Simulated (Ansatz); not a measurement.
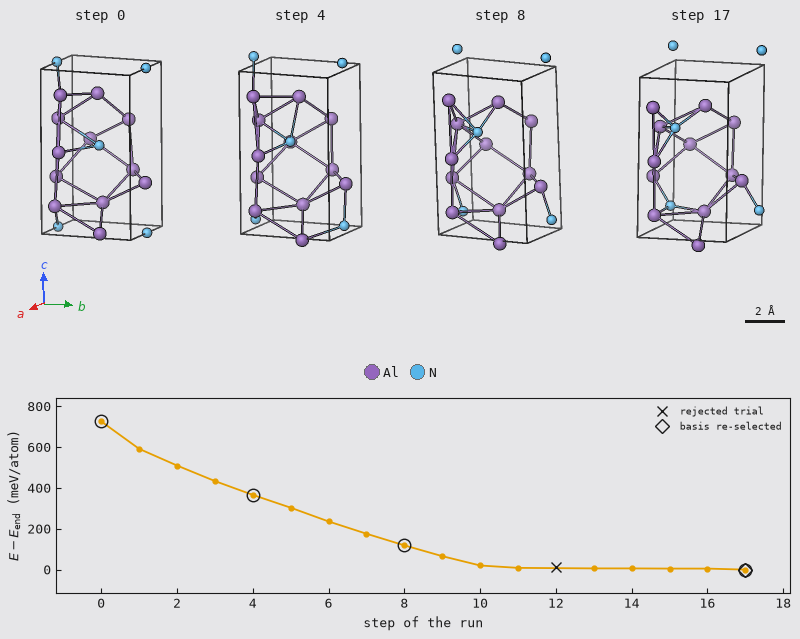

Frames of a relaxation of crystalline Al$_{5}$N (a generated structure, set up in P1) (coarse preliminary run), marked on the history of the run. A ball-and-stick model of the cell of the calculation, seen slightly off an axis.

All numbers below come from Ansatz 0.2.0, DFT PBE, scalar-relativistic, plane waves, PAW.

Input
```yaml
crystal:
  lattice:
    - [-0.0247076839, -0.0245813685, -4.1553554675]
    - [2.4830370252, -4.3558891247, -0.0106138218]
    - [-7.5192252921, -4.3963695865, -0.0693189227]
  atoms:
    - { symbol: Al, position: [-0.0397161956, 0.2068374442, 0.8472016612] }
    - { symbol: Al, position: [0.0165957718, 0.6828883011, 0.3333111421] }
    - { symbol: Al, position: [0.9837706509, 0.6488580982, 1.0250082278] }
    - { symbol: Al, position: [0.0092302204, 0.2001489388, 0.5026637195] }
    - { symbol: Al, position: [1.014886489, 0.6397206585, 0.6366004491] }
    - { symbol: Al, position: [0.9544481198, 0.1346421138, 0.1691179562] }
    - { symbol: Al, position: [0.4978826019, 0.4606604859, 0.8291676112] }
    - { symbol: Al, position: [0.5224168313, 0.9991747307, 0.3084380927] }
    - { symbol: Al, position: [0.4890564954, 1.0122305581, 0.6592875013] }
    - { symbol: Al, position: [0.5211568618, 0.5202959031, 0.1700638898] }
    - { symbol: "N", position: [0.5440040735, 0.491858336, 0.5175560556] }
    - { symbol: "N", position: [0.4862680797, 1.0026844316, 0.0015836935] }
basis:
  ecutwfc: 420
kpoints:
  mp_grid: { grid: [6, 4, 4] }
hamiltonian:
  xc: pbe
scf:
  occupations: { method: gaussian, width: 0.2 }
  lower_state_search: "off"
output:
  forces: true
  stress: true
  eigenvalues: true
relax:
  adjacent_minimum: "off"
  f_tol: 0.025
  max_steps: 60
  cell: { stress_tol: 0.25 }
```

Launched with:
```bash
ansatz run input.yaml --threads 1 --pin off --max-ram 2560MiB --backend cpu --events-out ev --progress --plain --runs-dir out
```

Q: Describe the path.

A: The run was cut off at its time limit before the relaxation converged, so the last structure is only a point on the way. The largest move relative to the cell is that of N11, 1.82 Å along [3 −2 2]. By element the largest moves are N 1.82 Å, Al 0.53 Å. The drawn cell changes as follows: a 4.156 → 4.690 Å (+12.9 %), b 5.014 → 4.994 Å (−0.4 %), c 8.710 → 8.437 Å (−3.1 %), α 89.4° → 87.6°, β 89.1° → 91.2°, γ 89.8° → 90.1°; the volume changes by +8.8 %. Some distances before and after: Al1–N11 3.651 → 1.957 Å, Al1–N12 2.576 → 3.775 Å, Al10–N12 3.001 → 1.818 Å, Al1–Al7 2.307 → 3.220 Å. New bonds form: Al10–N12 (3.00 → 1.82 Å), Al8–N12 (2.68 → 1.83 Å). Bonds break: Al1–Al7 (2.31 → 3.22 Å). Bond angles that change, for instance: Al4–N11–Al5 63.2° → 87.1°, Al2–Al8–Al4 137.8° → 157.1°, Al6–Al1–Al9 121.1° → 139.2°. The space group stays P1 (No. 1). Over 15 accepted moves (17 points after the start) the energy falls by 726 meV per atom. The largest force component goes from 2.6 to 0.034 eV/Å. The pressure goes from 3.43 to 0.34 GPa. The line search rejected the trial step at point 12 of the run. The SCF was repeated once at an unchanged geometry on a basis and grid sized afresh for the cell, which shifted the energy by 5.0 meV per atom at most. The run took 9.6 min on 1 thread of Intel(R) Xeon(R) Processor @ 2.70GHz, with other jobs on the host, peak memory 0.57 GiB. From step 0 to 4: N11 moves most (0.69 Å), volume +0.1 %, energy −360 meV per atom. From step 4 to 8: N11 moves most (0.75 Å), volume +5.5 %, energy −247 meV per atom. From step 8 to 17: N12 moves most (0.54 Å), volume +3.0 %, energy −119 meV per atom.
